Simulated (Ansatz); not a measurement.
# Run report: NbH$_{2}$, geometry relaxation (part 2 of 2)

Continued. System: NbH$_{2}$ (Fm-3m, 3 atoms in the cell). Method: DFT PBEsol, scalar-relativistic, plane waves, PAW, no spin polarisation (Ansatz 0.2.0); cutoff 420 eV, 16×16×16 k-mesh, Fermi–Dirac smearing of 0.15 eV. The structure derives from an entry of the Crystallography Open Database. It belongs to a series of runs on one base structure; here: relaxed at 3 GPa.

Geometry of the input (Å; fractional positions):
```
0.0000  2.2603  2.2603
2.2603  0.0000  2.2603
2.2603  2.2603  0.0000
Nb 0.0000  0.0000  0.0000
H  0.2500  0.2500  0.2500
H  0.7500  0.7500  0.7500
```

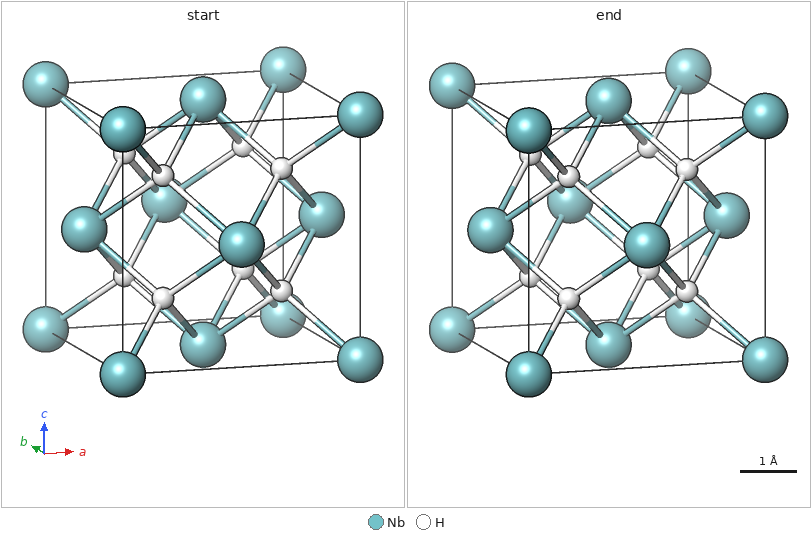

Before (left) and after (right) the relaxation, at one scale (ball-and-stick view of the cell 4 times as large as that of the calculation, set on its symmetry axes, seen slightly off an axis). The atoms keep their places relative to the cell (all moves are under 0.005 Å). The volume changes by −1.5 %, with a = b = c 4.521 → 4.498 Å (−0.5 %). Among the contacts that change: Nb1–H2 1.957 → 1.948 Å. The space group stays Fm-3m (No. 225). After 3 geometry steps the energy has risen by 2.8 meV per cell of the calculation. With the target pressure of 3 GPa, the enthalpy E + pV changes by −3.7 meV per cell of the calculation. All forces vanish by symmetry, so only the cell relaxes. The pressure goes from 0.00 to 2.99 GPa. The line search rejected the trial step at point 1 (counted from 0) and went back. A last SCF at the same geometry on a re-selected plane-wave basis shifts the energy by +0.4 meV per cell of the calculation. (Atoms are counted from 1 in the order of the input.)

```
basis re-selected at this cell: Δ(F+E_penalty+E_count) = +4.156e-4 eV, ΔP = -0.008 GPa vs the last step (what re-selecting the basis moved, of the pressure what is left beyond the Pulay correction that the steps carried, after the strain that the cell walked since its last selection, with what the two solves' SCF thresholds leave and, on support functions, any second-order correction that the steps lacked; it is no measure of the basis error at this ecutwfc). This SCF's stress stands 5.35e-3 GPa from its target on what of the cell is left free (relax.cell.stress_tol is 2.00e-2 GPa) and its largest allowed force component is 1.54e-18 eV/Å (relax.f_tol is 1.00e-3 eV/Å): within both
SCF converged after 5 iterations
Free energy (F): -4527.736125 eV
Harris-Foulkes:  -4527.736125 eV  (|F-HF|=0.00e0)
Internal energy: -4527.661852 eV  (E = F + TS)
E sigma→0 (E₀):  -4527.698988 eV
Entropy (-TS):   -0.074272 eV (-24.757 meV/atom)
Fermi energy:    15.776542 eV
--- Per-component energies (eV) ---
  E_band       = -94.270643
  E_kinetic    = 425.158895
  E_local      = -782.694422  (includes V_loc(G=0)·N_el)
  E_nonlocal   = 124.142638
  E_hartree    = 243.375693
  E_xc         = -193.827090
  E_vxc        = -237.819113  (∫ρ·V_xc dr)
  E_paw        = -3018.739105  (= ΣΔE_a)
  E_vpaw       = -109.807619  (= ΣTr[D̂ρ^β])
  E_aug_tail   = -0.002421  (compensation charges beyond the density's cutoff)
  E_ewald      = -1325.264750
  E_core_change = 0.188709  (= ΣΔE_core)
  E_smearing   = -0.074272  (= −TS)
  E_closure    = -0.000000  (closes the sum)
  Σ components = -4527.736125   (vs F -4527.736125, Δ=0.00e0)
--- Forces (eV/Å), atoms counted from 1 ---
  atom   1  Nb    -0.00000000     0.00000000     0.00000000
  atom   2  H      0.00000000    -0.00000000     0.00000000
  atom   3  H     -0.00000000     0.00000000    -0.00000000
  max |Σ_I F_I| component: 5.78e-19 eV/Å
--- Stress (GPa, compression-positive) ---
        2.994651      -0.000000      -0.000000
       -0.000000       2.994651      -0.000000
       -0.000000      -0.000000       2.994651
  P = ⅓ Tr σ = 2.9947 GPa (29.947 kbar)
--- Band table (eV; the first three rows and the last of 145) ---
  k-point 0: bands = ["-39.4429", "-15.2135", "-15.2135", "-15.2135", "4.8919", "14.3631", "14.3631", "14.3631", "14.6669", "17.1455", "17.1455", "28.3482"]
  k-point 1: bands = ["-39.4389", "-15.2459", "-15.2173", "-15.2173", "5.0056", "13.2309", "14.4213", "14.4213", "15.9384", "17.0941", "17.0941", "27.2144"]
  k-point 2: bands = ["-39.4277", "-15.3374", "-15.2283", "-15.2283", "5.3302", "12.1368", "14.5733", "14.5733", "16.9820", "16.9820", "17.4328", "25.9393"]
  k-point 144: bands = ["-39.3040", "-15.7439", "-15.7439", "-15.4886", "9.2582", "9.2582", "12.4565", "16.1383", "18.8753", "20.9526", "20.9526", "22.6178"]
--- Relaxed structure (4 steps of the walk, 3 accepted, 1 SCFs on fresh bases) ---
  F+E_penalty+E_count = -4527.73612463 eV   max|allowed force component| = 1.542e-18 eV/Å   (the final SCF, on the basis selected at the relaxed cell)
  cell:  # Å, volume = 22.7467 Å³
    - [-1.4267041692107653e-33, 2.2488609975166507, 2.2488609975166507]
    - [2.2488609975166507, -2.1400562538161482e-33, 2.2488609975166507]
    - [2.2488609975166507, 2.2488609975166507, -3.0572232197373543e-34]
  atoms:
    - { symbol: Nb, position: [8.496338539234306e-35, -1.4170040819562512e-34, -6.600789901886705e-35] }
    - { symbol: H, position: [0.24999999999999997, 0.24999999999999997, 0.24999999999999997] }
    - { symbol: H, position: [0.7499999999999998, 0.7499999999999998, 0.7499999999999998] }
```

## Trajectory as extended XYZ (Å, eV, eV/Å), 5 frames, from step=1 to step=5
```
3
Lattice="0.0000 2.2603 2.2603 2.2603 0.0000 2.2603 2.2603 2.2603 0.0000" Properties=species:S:1:pos:R:3:forces:R:3 step=1 energy=-4527.73934 pressure_GPa=-0.00
Nb    0.0000    0.0000    0.0000    0.0000   0.0000   0.0000
H     1.1302    1.1302    1.1302    0.0000   0.0000   0.0000
H     3.3905    3.3905    3.3905    0.0000   0.0000   0.0000
3
Lattice="0.0000 2.2325 2.2325 2.2325 0.0000 2.2325 2.2325 2.2325 0.0000" Properties=species:S:1:pos:R:3:forces:R:3 step=2 energy=-4527.72092 pressure_GPa=7.65 accepted=F
Nb    0.0000    0.0000    0.0000    0.0000   0.0000   0.0000
H     1.1163    1.1163    1.1163    0.0000   0.0000   0.0000
H     3.3488    3.3488    3.3488    0.0000   0.0000   0.0000
3
Lattice="0.0000 2.2492 2.2492 2.2492 0.0000 2.2492 2.2492 2.2492 0.0000" Properties=species:S:1:pos:R:3:forces:R:3 step=3 energy=-4527.73674 pressure_GPa=2.90
Nb    0.0000    0.0000    0.0000    0.0000   0.0000   0.0000
H     1.1246    1.1246    1.1246    0.0000   0.0000   0.0000
H     3.3739    3.3739    3.3739    0.0000   0.0000   0.0000
3
Lattice="0.0000 2.2489 2.2489 2.2489 0.0000 2.2489 2.2489 2.2489 0.0000" Properties=species:S:1:pos:R:3:forces:R:3 step=4 energy=-4527.73654 pressure_GPa=3.00
Nb    0.0000    0.0000    0.0000    0.0000   0.0000   0.0000
H     1.1244    1.1244    1.1244    0.0000   0.0000   0.0000
H     3.3733    3.3733    3.3733    0.0000   0.0000   0.0000
3
Lattice="0.0000 2.2489 2.2489 2.2489 0.0000 2.2489 2.2489 2.2489 0.0000" Properties=species:S:1:pos:R:3:forces:R:3 step=5 energy=-4527.73613 pressure_GPa=2.99
Nb    0.0000    0.0000    0.0000    0.0000   0.0000   0.0000
H     1.1244    1.1244    1.1244    0.0000   0.0000   0.0000
H     3.3733    3.3733    3.3733    0.0000   0.0000   0.0000
```

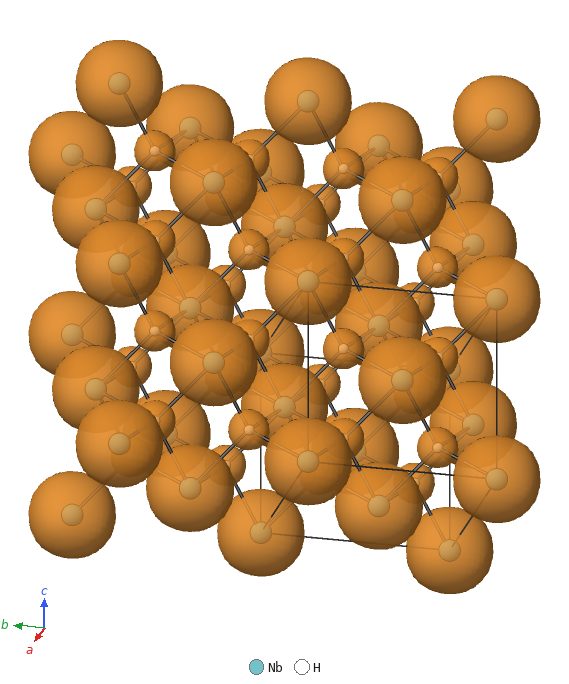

Isosurface of the valence charge density (pseudo) at 0.6 e/Å³ (orange), seen at an oblique angle. Sticks mark near contacts. The outline is the cell set on symmetry axes. At this value the density breaks into separate islands; it holds about 65 % of the electrons treated as valence (semicore included). It is pinched off along the Nb–H (1.95 Å) contacts. On the grid the lowest density along these lines, outside the cores, is 0.44 e/Å³ (Nb–H, 1.95 Å). Core electrons are frozen (PAW), so the fields are smoothed inside the atomic spheres.

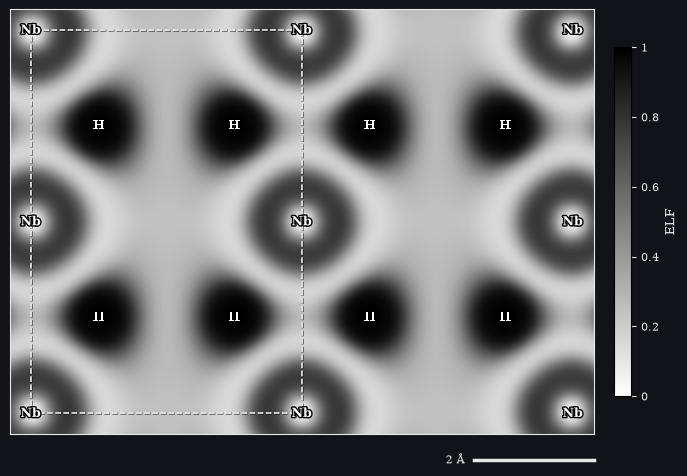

Electron localisation function on the (101) plane of the conventional cell. Nb–H (1.95 Å): the ELF climbs to about 1 towards the hydrogen. The strong features right at Nb lie inside the PAW spheres (semicore, d or f shells) and say nothing about bonding.

## Key numbers

```csv
quantity,value
outcome,converged
space group (tolerance 0.01 Å),Fm-3m (225)
electrons treated,15
free energy,−4527.7361 eV
Fermi energy,15.777 eV
gap on the k-point mesh,none (metallic)
pressure,2.99 GPa
final volume,22.75 Å³
largest force (length of the vector) at the end,under 0.001 eV/Å
final cell,"a = 3.180 Å, b = 3.180 Å, c = 3.180 Å, α = 60.00°, β = 60.00°, γ = 60.00°"
hardware,"1 thread of Arm Neoverse V1, 24 GiB of memory available, shared host"
wall time,14 s
peak memory,0.33 GiB
```

Results for this metal are sensitive to the k-point mesh.
